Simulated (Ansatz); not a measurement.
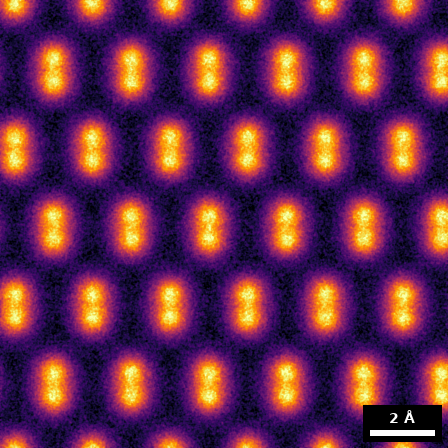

iDPC-like image of a crystal. Simulated as the projected potential of neutral atoms (B = 0.5 Å²) blurred by a 0.50 Å probe, the thin-sample limit of integrated differential phase contrast. The display is stretched by a gamma of 0.8; percentages refer to the linear signal. Shot noise was added.

> Give the net of the columns and its spacings.

The pattern repeats on a centred rectangular net of 2.4 × 4.9 Å.

> Which plane group does this projection have?

c2mm: perpendicular mirror lines on a centred net, with further twofold points between them.

> How many columns does the smallest repeating cell hold, and how many levels of brightness?

2 columns in the primitive cell of 6.0 Å², all of one brightness.

The crystal is Al (P6_3/mmc, No. 194) seen along [101]. Model: the end point of a relaxation with DFT PBEsol, scalar-relativistic, plane waves, PAW in Ansatz; the starting structure was generated, so it need not be a known form of this composition.
